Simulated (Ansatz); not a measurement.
**Energy of Sc along a strain of the cell**

System: Sc (P6₃/mmc, 2 atoms in the cell).
Method: DFT PBE, scalar-relativistic, plane waves, PAW, no spin polarisation (Ansatz 0.2.0).

The 5 runs differ only in the geometry, by a strain of the cell at fixed fractional positions. Against run 3, the strain is εxx = η and εyy = η. The structure derives from an entry of the Crystallography Open Database.

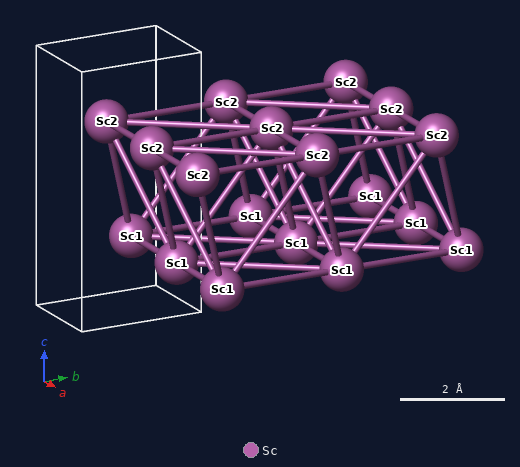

Figure 1. The structure of run 3 (ball-and-stick view of the cell of the calculation, repeated 3 × 3 × 1, seen slightly off an axis; atoms are numbered from 1 in the order of the input). An atom can appear more than once, as a periodic image.

## Input of run 3
```yaml
crystal:
  lattice:
    - [3.3087978973, 0.0, 0.0]
    - [-1.6543989486, 2.865503035, 0.0]
    - [0.0, 0.0, 5.10996]
  atoms:
    - { symbol: Sc, position: [0.3333333333, 0.6666666667, 0.25] }
    - { symbol: Sc, position: [0.6666666667, 0.3333333333, 0.75] }
basis:
  ecutwfc: 420
kpoints:
  mp_grid: { grid: [18, 18, 10] }
hamiltonian:
  xc: pbe
scf:
  occupations: { method: gaussian, width: 0.15 }
output:
  forces: true
  stress: true
  eigenvalues: true
```

Command:
```bash
ansatz run input.yaml --threads 1 --pin off --max-ram 2560MiB --backend cpu --events-out ev --progress --plain --runs-dir out
```

Lattice vectors (Å) and fractional positions of run 3:
```
   3.308798    0.000000    0.000000
  -1.654399    2.865503    0.000000
   0.000000    0.000000    5.109960
Sc  0.333333  0.666667  0.250000
Sc  0.666667  0.333333  0.750000
```

Run 2 differs from it as follows:
```diff
-    - [3.3087978973, 0.0, 0.0]
-    - [-1.6543989486, 2.865503035, 0.0]
+    - [3.2591659288, 0.0, 0.0]
+    - [-1.6295829644, 2.8225204895, 0.0]
```

## Results, with one run withheld

| run | strain parameter η (%) | free energy per atom, from the lowest run given (meV) | pressure (GPa) |
| --- | --- | --- | --- |
| 1 | −3.0000 | 27.80 | 4.93 |
| 2 | −1.5000 | ? | ? |
| 3 | 0.0000 | 0.00 | 0.98 |
| 4 | 1.5000 | 1.18 | −0.67 |
| 5 | 3.0000 | 11.20 | −2.11 |

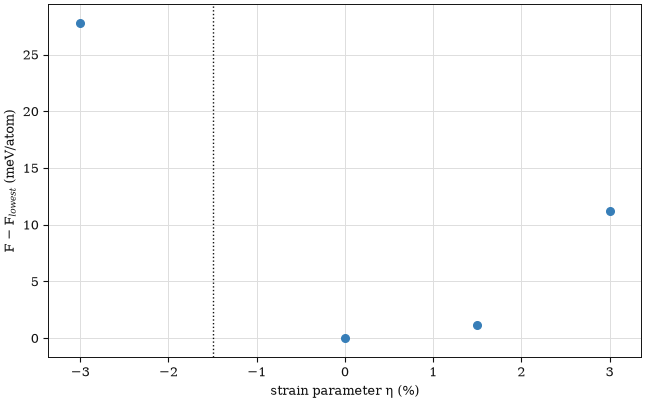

Figure 2. Free energy per atom of the runs given; the dotted line marks run 2.

Fit the runs given and predict run 2.

A quadratic polynomial in the coordinate, fitted to the 4 runs given, misses them by at most 0.26 meV per atom. With x = η − 0.3750, it reads F = −0.52858 − 1.1334 x + 2.1483 x² (meV per atom). At run 2 it gives 9.15 meV per atom, and the run itself gives 8.57. The fit has its minimum at η = 0.6388 %. The fit misses that run by 0.58 meV per atom.

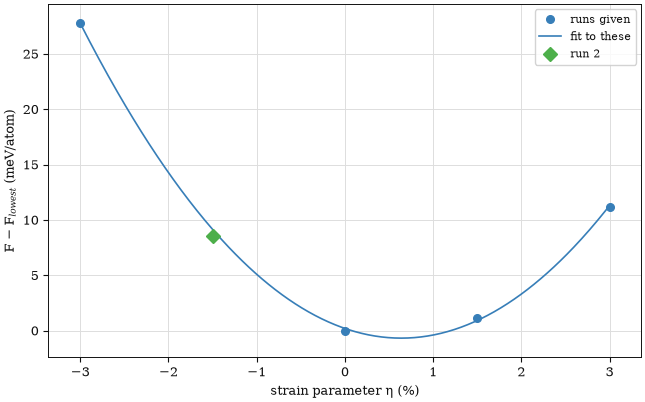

Figure 3. The fit and the withheld run.

## Output, shortened to warnings, some set-up lines, iterations and results (run 2)
```
Basis set: ecut = 420 eV, 953 PW (Γ), exchange–correlation on 48×48×72 points (8 copies of the dense FFT grid, shifted against one another)
Symmetry: 24 space group operations
k-points: 222 of 3240
Initial density: superposition of atomic densities (neutral atoms: chi_scale 0, normalization atom), corrected by the library's trained network
[...]
SCF iter   1: F=—  HF=-4271.621590 eV  |F-HF|=—  |Δ(HF+E_count)|=         —  Δρ=2.36e-3  dr2=2.63e-3  ethr=1.77e-3  ⟨swp⟩=3.1  Hψ=13039  notcnv=0
SCF iter   2: F=—  HF=-4271.620804 eV  |F-HF|=—  |Δ(HF+E_count)|=   7.85e-4  Δρ=1.47e-3  dr2=1.13e-3  ethr=1.19e-5  ⟨swp⟩=1.0  Hψ=5106  notcnv=0
SCF iter   3: F=—  HF=-4271.620767 eV  |F-HF|=—  |Δ(HF+E_count)|=   3.76e-5  Δρ=1.41e-4  dr2=8.60e-6  ethr=5.12e-6  ⟨swp⟩=2.0  Hψ=3977  notcnv=0
SCF iter   4: F=—  HF=-4271.620716 eV  |F-HF|=—  |Δ(HF+E_count)|=   5.02e-5  Δρ=3.33e-5  dr2=4.15e-7  ethr=3.91e-8  ⟨swp⟩=2.2  Hψ=5486  notcnv=0
SCF iter   5: F=-4271.620716 eV  HF=-4271.620716 eV  |F-HF|=4.79e-9  |Δ(HF+E_count)|=   4.11e-8  Δρ=6.37e-6  dr2=6.93e-9  ethr=1.89e-9  ⟨swp⟩=2.0  Hψ=5546  notcnv=0
SCF iter   6: F=-4271.620716 eV  HF=-4271.620716 eV  |F-HF|=1.60e-10  |Δ(HF+E_count)|=   5.72e-9  Δρ=9.06e-7  dr2=1.95e-10  ethr=3.15e-11  ⟨swp⟩=1.1  Hψ=10118  notcnv=0
SCF 1 converged in 6 iterations: F = -4271.620716 eV  dr2 = 1.95e-10
SCF converged after 6 iterations
Free energy (F): -4271.620716 eV
Harris-Foulkes:  -4271.620716 eV  (|F-HF|=1.60e-10)
Internal energy: -4271.576105 eV  (E = F + TS)
E sigma→0 (E₀):  -4271.598411 eV
Entropy (-TS):   -0.044611 eV (-22.305 meV/atom)
Fermi energy:    9.809925 eV
--- Per-component energies (eV) ---
  E_band       = -323.437408
  E_kinetic    = 522.257304
  E_local      = -1647.179463  (includes V_loc(G=0)·N_el)
  E_nonlocal   = 166.899620
  E_hartree    = 562.647287
  E_xc         = -208.666419
  E_vxc        = -258.316040  (∫ρ·V_xc dr)
  E_paw        = -1911.181598  (= ΣΔE_a)
  E_vpaw       = -232.392992  (= ΣTr[D̂ρ^β])
  E_aug_tail   = 0.000018  (compensation charges beyond the density's cutoff)
  E_ewald      = -1756.352856
  E_smearing   = -0.044611  (= −TS)
  E_closure    = 0.000000  (closes the sum)
  Σ components = -4271.620716   (vs F -4271.620716, Δ=0.00e0)
--- Forces (eV/Å), atoms counted from 1 ---
  atom   1  Sc    -0.00000000    -0.00000000     0.00000000
  atom   2  Sc    -0.00000000     0.00000000     0.00000000
  max |Σ_I F_I| component: 5.55e-17 eV/Å
--- Stress (GPa, compression-positive) ---
        3.077145       0.000000       0.000000
        0.000000       3.077145       0.000000
        0.000000       0.000000       2.363146
  P = ⅓ Tr σ = 2.8391 GPa (28.391 kbar)
```
